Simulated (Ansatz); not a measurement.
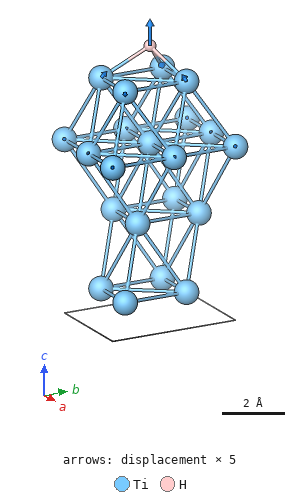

A constrained relaxation of a slab of composition Ti₁₆H (cut from the Fm-3m phase). The starting structure is drawn; blue arrows show the displacements, magnified 5 times.

A ball-and-stick model of the cell of the calculation, outlined in the plane, without the vacuum (origin shifted), seen slightly off an axis.

Case: H put at a hollow Ti-Ti-Ti site. The slab is the (1 1 1) face of Ti with H on it. 8 atoms are held fixed.

Method: Ansatz 0.2.0, DFT PBE+D3(BJ), scalar-relativistic, plane waves, PAW.

The input:
```yaml
crystal:
  lattice:
    - [5.7102790052, 0.0, 0.0]
    - [-2.8551395026, 4.9452466812, 0.0]
    - [0.0, 0.0, 25.9936349258]
  atoms:
    - { symbol: Ti, position: [0.3333333333, 0.1666666667, 0.3270031307] }
    - { symbol: Ti, position: [0.3333333333, 0.6666666667, 0.3270031307] }
    - { symbol: Ti, position: [0.8333333333, 0.1666666667, 0.3270031307] }
    - { symbol: Ti, position: [0.8333333333, 0.6666666667, 0.3270031307] }
    - { symbol: Ti, position: [0.6666666667, 0.3333333333, 0.4166870726] }
    - { symbol: Ti, position: [0.6666666667, 0.8333333333, 0.4166870726] }
    - { symbol: Ti, position: [0.1666666667, 0.3333333333, 0.4166870726] }
    - { symbol: Ti, position: [0.1666666667, 0.8333333333, 0.4166870726] }
    - { symbol: Ti, position: [0.0, 0.5, 0.5079464454] }
    - { symbol: Ti, position: [0.0, 0.0, 0.5079464454] }
    - { symbol: Ti, position: [0.5, 0.5, 0.5079464454] }
    - { symbol: Ti, position: [0.5, 0.0, 0.5079464454] }
    - { symbol: Ti, position: [0.3333333333, 0.6666666667, 0.5933939014] }
    - { symbol: Ti, position: [0.3333333333, 0.1666666667, 0.5933939014] }
    - { symbol: Ti, position: [0.8333333333, 0.6666666667, 0.5933939014] }
    - { symbol: Ti, position: [0.8333333333, 0.1666666667, 0.5933939014] }
    - { symbol: H, position: [0.0, 0.0, 0.6310954388] }
basis:
  ecutwfc: 420
kpoints:
  mp_grid: { grid: [6, 6, 1] }
hamiltonian:
  xc: pbe
  dispersion: d3bj
scf:
  occupations: { method: gaussian, width: 0.1 }
output:
  forces: true
  eigenvalues: true
  write_density: true
  write_potential: true
  elf: true
  volumetric_format: npy
relax:
  adjacent_minimum: "off"
  f_tol: 0.03
  max_steps: 70
  constraints: [{ sites: [0, 1, 2, 3, 4, 5, 6, 7] }]
efield:
  axis: 3
  dipole_correction: true
  ramp_width: 0.04
```

Command:
```bash
ansatz run input.yaml --threads 2 --pin off --max-ram 5120MiB --backend cpu --events-out ev --progress --plain --runs-dir out
```

Describe the change and its energy.

The largest move is that of H17, 0.18 Å along the normal (+c). Largest moves by element: H 0.18 Å, Ti 0.06 Å. The lattice vectors keep their values. Among the contacts that change: Ti14–Ti15 2.855 → 2.780 Å, Ti14–Ti15 (another image) 2.855 → 2.930 Å, Ti14–H17 1.918 → 1.956 Å, Ti11–Ti14 2.766 → 2.801 Å. Among the angles between lasting bonds that change: Ti14–H17–Ti15 96.2° → 90.6°. After 2 geometry steps the energy has fallen by 49.7 meV per cell of the calculation. The largest force component goes from 0.35 to 0.028 eV/Å. Cost: 56 s on 2 threads of Intel(R) Xeon(R) 6975P-C (Granite Rapids) (shared host), peak memory 1.5 GiB.

Limits of the set-up: the periodic images lie only 5.7 Å apart, so the values are limited by the cell's size.
